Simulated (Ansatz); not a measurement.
## SiC: single-point calculation

SiC (4 atoms in the cell), computed with DFT r2SCAN, scalar-relativistic, plane waves, PAW, no spin polarisation (Ansatz 0.2.0).

The structure derives from an entry of the Crystallography Open Database. Figures and captions count atoms from 1; the log counts them from 0 in places.

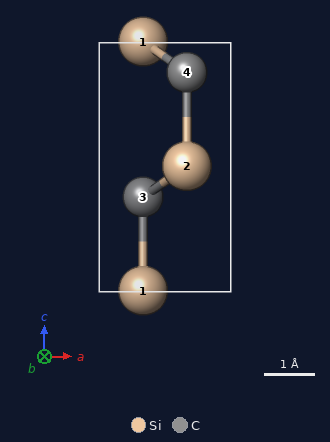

*The input geometry (ball-and-stick view of the cell of the calculation, along the b axis; atoms are numbered from 1 in the order of the input). An atom can appear more than once, as a periodic image.*

Near neighbours in the periodic cell (some may lie outside the picture): Si has 4 C at 1.88 to 1.90 Å; C has 4 Si at 1.88 to 1.90 Å.

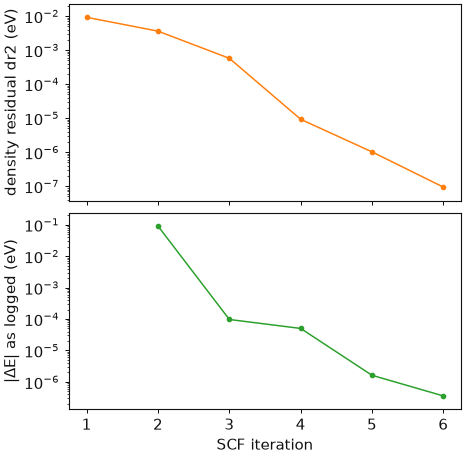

*Convergence of the self-consistent field: density residual dr2 and size of the energy change against the SCF iteration.*

The residual falls at every step.

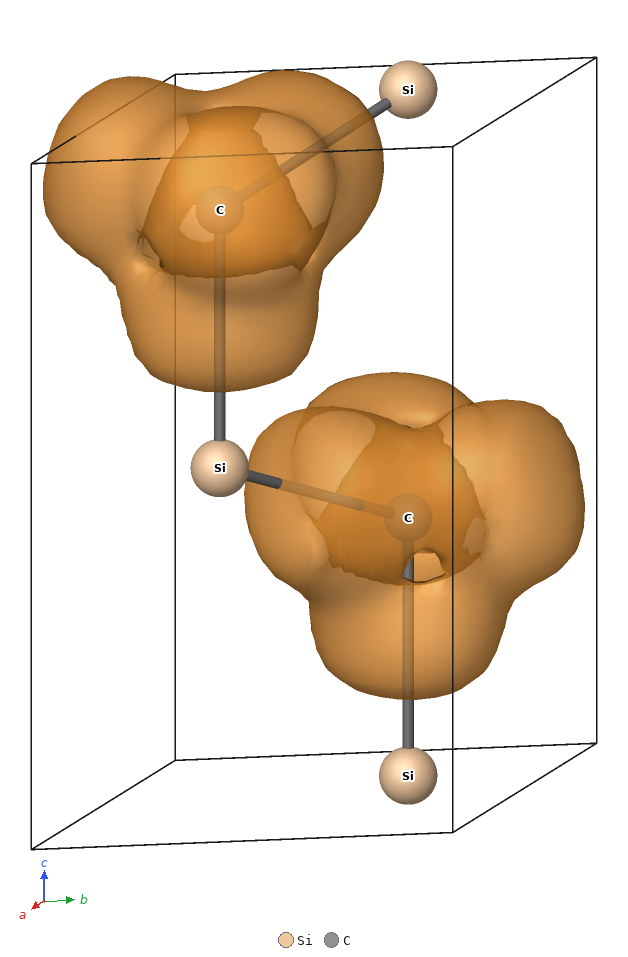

*Isosurface of the ELF at 0.7 (orange), seen slightly off an axis. Only the valence region is drawn (cores and ρ < 0.01 e/Å³ removed). Sticks mark near contacts. The outline is the cell set on symmetry axes.*

Values along the shortest contacts: Si–C (1.88 Å): the ELF peaks at about 0.95 between the atoms, which marks a shared electron pair. The fields are those of the smooth PAW valence density.

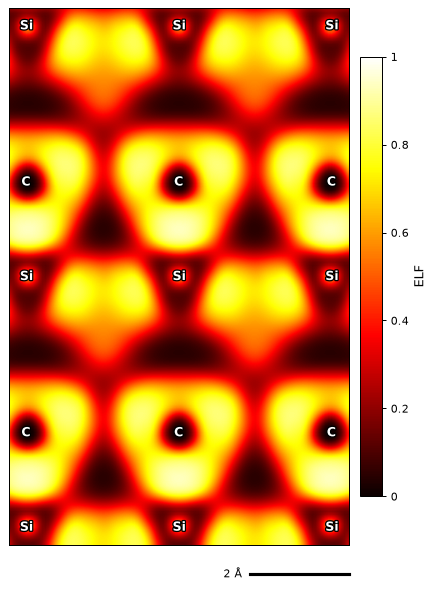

*Electron localisation function on the (100) plane of the conventional cell.*

Atoms in the plane: Si and C. Si–C (1.90 Å): the ELF peaks at about 0.95 between the atoms, which marks localised, shared-pair bonding.

These pictures come from the run below.

**The input**
```yaml
crystal:
  lattice:
    - [3.0751950059, 0.0, 0.0]
    - [-1.5375975029, 2.6631969967, 0.0]
    - [0.0, 0.0, 5.0481668544]
  atoms:
    - { symbol: Si, position: [0.3333333333, 0.6666666667, 0.0046028828] }
    - { symbol: Si, position: [0.6666666667, 0.3333333333, 0.5046028828] }
    - { symbol: C, position: [0.3333333333, 0.6666666667, 0.3803971172] }
    - { symbol: C, position: [0.6666666667, 0.3333333333, 0.8803971172] }
basis:
  ecutwfc: 500
kpoints:
  mp_grid: { grid: [12, 12, 6] }
hamiltonian:
  xc: r2scan
scf:
  occupations: { method: gaussian, width: 0.05 }
output:
  forces: true
  stress: true
  eigenvalues: true
  write_density: true
  write_potential: true
  elf: true
  volumetric_format: npy
```

Launch command:
```bash
ansatz run input.yaml --threads 1 --pin off --max-ram 2560MiB --backend cpu --events-out ev --progress --plain --runs-dir out
```

**The program's output**
```
Engine: ansatz 0.2.0, x86_64-unknown-linux-gnu
Pseudopotentials: kind: paw
Pseudopotential: Si, paw, valence charge 4, recommended cutoff 500 eV (meta_gga), Si.paw.azcp
Pseudopotential: C, paw, valence charge 4, recommended cutoff 500 eV (meta_gga), C.paw.azcp
Functional definition: r2SCAN
  parameter k0 = 0.174
  parameter k1 = 0.065
  parameter a1 = 4.9479
  exchange = r2scan_x(k0 = k0, k1 = k1, a1 = a1)
  correlation = r2scan_c
Crystal: 4 atoms, lattice volume = 41.344 Å³
Basis set: ecut = 500 eV, 1099 PW (Γ), exchange–correlation on 96×96×160 points (64 copies of the dense FFT grid, shifted against one another)
Bands: 12, of which v1, the nominal top of the filled ones, is band 8 counted from 1 (7 counted from 0)
Symmetry: 12 space group operations
Space group: P63mc (ITA 186), of the structure as read, at distance tolerance 3.5e-5 Å
k-points: 76 of 864 (time reversal used)
Non-local potential: Si, projectors of the file, l = 0: 2, l = 1: 2, l = 2: 2
Non-local potential: C, projectors of the file, l = 0: 2, l = 1: 2, l = 2: 1
PAW form: soft (Blöchl's): semilocal exchange-correlation on the pseudo side does not see the compensation charge
PAW frozen core: Si, regenerated for the run's functional (the file was generated under x = pbe(κ = 0.804, μ = 0.2195149727645171), c = pbe(β = 0.06672455060314922))
PAW frozen core: C, regenerated for the run's functional (the file was generated under x = pbe(κ = 0.804, μ = 0.2195149727645171), c = pbe(β = 0.06672455060314922))
PAW one-centre angular grid: Si, 302 points (default); XC on 160 Gauss nodes
PAW one-centre angular grid: C, 302 points (default); XC on 239 of its mesh's 2573 points in the sphere
Initial density: superposition of atomic densities (neutral atoms: chi_scale 0, normalization atom), corrected by the library's trained network
Initial wavefunctions: pseudopotential atomic-orbital guess
Functional: x = r2scan, c = r2scan; τ floored in thin density (d = 2e-4 eV/Å³)
SCF iter   1: F=—  HF=-1782.562099 eV  |F-HF|=—  |Δ(HF+E_count)|=         —  Δρ=5.86e-3  dr2=9.14e-3  dr2_τ=3.90e-1  ethr=1.77e-3  ⟨swp⟩=5.3  Hψ=6063  notcnv=0
preconditioner: auto → none  [insulator: Δε(μ)=2.619 eV  Ē_g=12.758 eV  σ=0.050 eV  W_gap=1.00  n_scr=2 (ndim 8)  ℏωp=23.1 eV  f_vac=0.000  D(μ)=0.00/eV (n_scr^D=0)  ε∞_Penn≈4.3]
SCF iter   2: F=—  HF=-1782.651876 eV  |F-HF|=—  |Δ(HF+E_count)|=   8.98e-2  Δρ=4.02e-3  dr2=3.59e-3  dr2_τ=6.57e-5  ethr=5.71e-5  ⟨swp⟩=2.0  Hψ=2435  notcnv=0
SCF iter   3: F=—  HF=-1782.651779 eV  |F-HF|=—  |Δ(HF+E_count)|=   9.65e-5  Δρ=1.25e-3  dr2=5.71e-4  dr2_τ=1.03e-5  ethr=2.24e-5  ⟨swp⟩=2.0  Hψ=1759  notcnv=0
SCF iter   4: F=—  HF=-1782.651829 eV  |F-HF|=—  |Δ(HF+E_count)|=   5.01e-5  Δρ=1.84e-4  dr2=9.23e-6  dr2_τ=2.66e-6  ethr=3.57e-6  ⟨swp⟩=2.1  Hψ=1473  notcnv=0
SCF iter   5: F=—  HF=-1782.651828 eV  |F-HF|=—  |Δ(HF+E_count)|=   1.62e-6  Δρ=6.30e-5  dr2=1.02e-6  dr2_τ=4.01e-8  ethr=5.77e-8  ⟨swp⟩=2.0  Hψ=1480  notcnv=0
SCF iter   6: F=-1782.651828 eV  HF=-1782.651828 eV  |F-HF|=1.24e-8  |Δ(HF+E_count)|=   3.58e-7  Δρ=1.88e-5  dr2=9.42e-8  dr2_τ=1.11e-9  ethr=6.25e-10  ⟨swp⟩=6.4  Hψ=5796  notcnv=0
SCF 1 converged in 6 iterations: F = -1782.651828 eV  dr2 = 9.42e-8
  greatest PAW one-centre occupation: 0.659 electrons in one spin orbital (limit 2), on the C atom at site 3 (counted from 0), in its partial waves of l = 0
SCF converged after 6 iterations
Free energy (F): -1782.651828 eV
Harris-Foulkes:  -1782.651828 eV  (|F-HF|=1.24e-8)
Internal energy: -1782.651828 eV  (E = F + TS)
E sigma→0 (E₀):  -1782.651828 eV
Fermi energy:    10.852477 eV
--- Per-component energies (eV) ---
  E_band       = 51.189986
  E_kinetic    = 272.232829
  E_local      = -208.949548  (includes V_loc(G=0)·N_el)
  E_nonlocal   = 100.685214
  E_hartree    = 65.866583
  E_xc         = -202.786414
  E_vxc        = -237.382087  (∫ρ·V_xc dr)
  E_paw        = -1240.569500  (= ΣΔE_a)
  E_vpaw       = -18.274418  (= ΣTr[D̂ρ^β])
  E_aug_tail   = 0.000016  (compensation charges beyond the density's cutoff)
  E_vtau       = 11.142489  (kinetic-family band-sum trace: ∫τ·v_τ [+ j·A + Jᵃ·Aᵃ] dr)
  E_ewald      = -568.928595
  E_core_change = -0.202413  (= ΣΔE_core)
  E_smearing   = -0.000000  (= −TS)
  E_closure    = -0.000000  (closes the sum)
  Σ components = -1782.651828   (vs F -1782.651828, Δ=0.00e0)
--- Forces (eV/Å), atoms counted from 1 ---
  atom   1  Si     0.00000000    -0.00000000    -0.00037137
  atom   2  Si    -0.00000000     0.00000000    -0.00037137
  atom   3  C     -0.00000000    -0.00000000     0.00035681
  atom   4  C      0.00000000     0.00000000     0.00035681
  max |Σ_I F_I| component: 2.91e-5 eV/Å
--- Stress (GPa, compression-positive) ---
        0.028571       0.000000      -0.000000
        0.000000       0.028571      -0.000000
       -0.000000      -0.000000       0.012511
  P = ⅓ Tr σ = 0.0232 GPa (0.232 kbar)
--- Band table (eV; the first three rows and the last of 76) ---
  k-point 0: bands = ["-6.8290", "-3.2013", "0.5331", "8.1442", "8.1442", "9.4136", "9.5268", "9.5268", "14.8933", "16.2765", "16.7182", "16.7182"]
  k-point 1: bands = ["-6.6883", "-3.7325", "1.2947", "8.2239", "8.2239", "8.6460", "9.4189", "9.4189", "15.0232", "16.7618", "16.7618", "16.8584"]
  k-point 2: bands = ["-6.2707", "-4.7002", "2.9384", "6.9147", "8.4497", "8.4497", "9.1368", "9.1368", "15.4058", "16.7741", "16.9668", "16.9668"]
  k-point 75: bands = ["-1.9740", "-1.9740", "1.5333", "1.5333", "3.7003", "3.7003", "7.7065", "7.7065", "15.1110", "15.1110", "16.0834", "16.0834"]
```

**Results in brief**

| quantity | value |
| --- | --- |
| outcome | converged |
| space group (tolerance 0.01 Å) | P6₃mc (186) |
| electrons treated | 16 |
| free energy | −1782.6518 eV |
| Fermi energy | 10.852 eV |
| gap on the k-point mesh | 2.65 eV |
| pressure | 0.02 GPa |
| largest force (length of the vector) | under 0.001 eV/Å |
| hardware | 1 thread of Intel Xeon @ 2.50GHz (Skylake/Cascade Lake), 189 GiB of memory available, shared host |
| wall time | 16 s |
| peak memory | 0.46 GiB |
